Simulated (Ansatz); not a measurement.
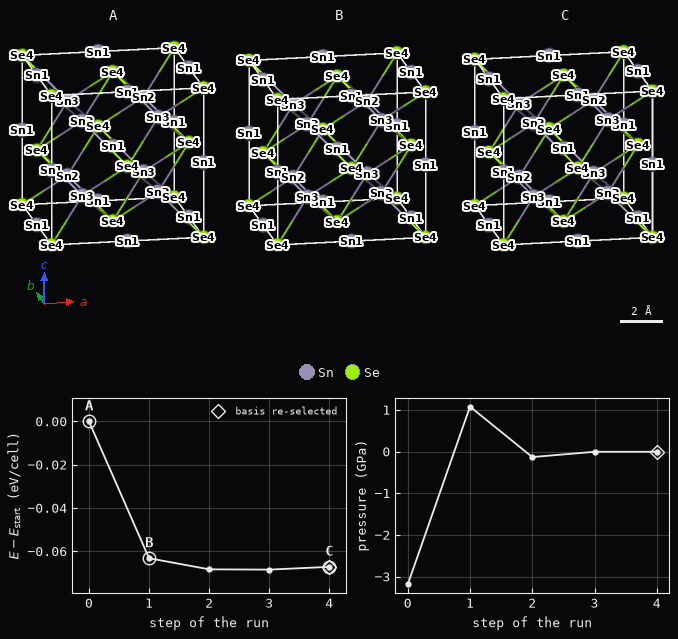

Frames of a relaxation of solid Sn$_{3}$Se (set up in Fm-3m), marked on the history of the run. Style: ball-and-stick. Shown: the conventional cell (4 times the calculation's cell), slightly off an axis. Lengths and directions refer to the drawn axes.

The run lets cell and atoms move.

These are results of Kohn-Sham DFT of a periodic cell, PBEsol, Ansatz PAW in Ansatz 0.2.0, not measurements.

The input:
```yaml
crystal:
  lattice:
    - [0.0, 3.733138, 3.733138]
    - [3.733138, 0.0, 3.733138]
    - [3.733138, 3.733138, 0.0]
  atoms:
    - { symbol: Sn, position: [0.5, 0.5, 0.5] }
    - { symbol: Sn, position: [0.75, 0.75, 0.75] }
    - { symbol: Sn, position: [0.25, 0.25, 0.25] }
    - { symbol: Se, position: [0.0, 0.0, 0.0] }
hamiltonian:
  xc: pbesol
  pseudopotentials: { kind: paw }
kpoints:
  mp_grid: { grid: [6, 6, 6] }
scf:
  occupations: { method: fermi_dirac, width: 0.05 }
output:
  forces: true
  stress: true
  eigenvalues: true
  write_density: true
  write_potential: true
  elf: true
  volumetric_format: npy
relax:
  f_tol: 0.01
  max_steps: 40
  cell: { stress_tol: 0.05 }
```

Launched with:
```bash
ansatz run input.yaml --threads 2 --pin off --max-ram 5632MiB --backend cpu --events-out ev --progress --plain --runs-dir out
```

### What happens along the run?

No atom moves by more than 0.005 Å relative to the cell. The volume changes by −6.1 %, with a = b = c 7.466 → 7.311 Å (−2.1 %). Some distances before and after: Sn2–Se4 3.233 → 3.166 Å. The space group stays Fm-3m (No. 225). The energy falls by 67.2 meV per cell of the calculation in 3 accepted moves (4 points after the start). All forces vanish by symmetry, so only the cell relaxes. The pressure goes from −3.19 to 0.00 GPa. The SCF was repeated once at an unchanged geometry on a basis and grid sized afresh for the cell, which shifted the energy by 1.3 meV per cell of the calculation at most. The run took 9.8 s on 2 threads of Arm Neoverse V2, with other jobs on the host, peak memory 0.41 GiB. From step 0 to 1: volume −7.7 %, energy −63.2 meV per cell of the calculation. From step 1 to 4: volume +1.8 %, energy −4.0 meV per cell of the calculation.

| step | E − E(0), meV/atom | pressure, GPa | volume, Å³/atom | note |
| --- | --- | --- | --- | --- |
| 0 | 0.00 | -3.19 | 26.013 |  |
| 1 | -15.80 | 1.08 | 24.003 |  |
| 2 | -17.08 | -0.13 | 24.481 |  |
| 3 | -17.12 | 0.00 | 24.428 |  |
| 4 | -16.80 | 0.00 | 24.428 | same geometry, new basis |
